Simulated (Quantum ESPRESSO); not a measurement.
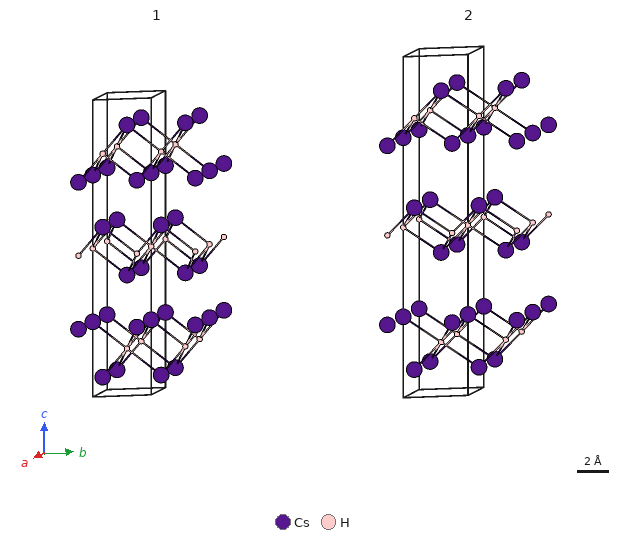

Two geometries of crystalline Cs$_{2}$H (a generated structure, set up in R-3m), drawn at one scale. One is the start of a relaxation, the other its converged end. Style: ball-and-stick. Shown: the conventional cell (3 times the calculation's cell), repeated 2 × 2 × 1 with one cell outlined, slightly off an axis. Lengths and directions refer to the drawn axes.

Level of theory: Quantum ESPRESSO, Kohn-Sham DFT of a periodic cell, LDA, JTH 2.0 LDA. Settings: plane-wave cutoff 544.2 eV; k-point mesh 7 × 7 × 7; occupations cold; smearing width 0.136 eV; no spin polarisation.

### Which one is relaxed?

Structure 2 is the relaxed one. The run lets cell and atoms move. The largest moves relative to the cell, 0.35 Å, are those of Cs atoms. H stays in place. The volume changes by +41.2 %, with a = b 4.024 → 4.462 Å (+10.9 %), c 19.778 → 22.710 Å (+14.8 %). Some distances before and after: Cs–H 2.880 → 3.035 Å. Among the angles between lasting bonds that change: Cs–H–Cs 88.6° → 94.6°, H–Cs–H 88.6° → 94.6°, Cs–H–Cs 91.4° → 85.4°. The space group stays R-3m (No. 166). After 21 geometry steps the energy has fallen by 182 meV per atom. Largest force component: 0.41 eV/Å at the start, under 0.0001 eV/Å at the end. The pressure goes from 3.04 to 0.00 GPa.
